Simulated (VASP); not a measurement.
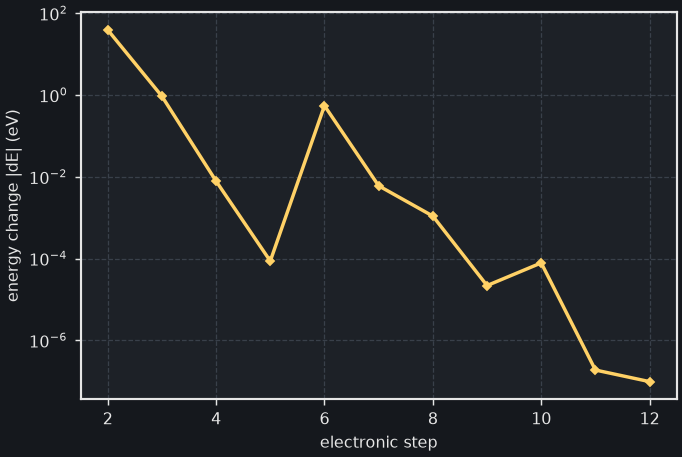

The plot shows the electronic steps of a calculation: energy change |dE|.

- system: LiF (R-3m, 2 atoms in the cell)
- method: DFT, PBE, plane waves, PAW in VASP 6.6.1; cutoff 520 eV, 10×10×10 k-mesh, Fermi–Dirac smearing of 0.02 eV

Question: How did this run end?

Answer: Converged, in 12 steps. The energy change falls unevenly and jumps up by a factor of two or more twice on the way down, most sharply at step 6 (by about 4 orders of magnitude). The jump at step 6 comes where the charge density, held fixed for the first 5 steps, starts to be updated.
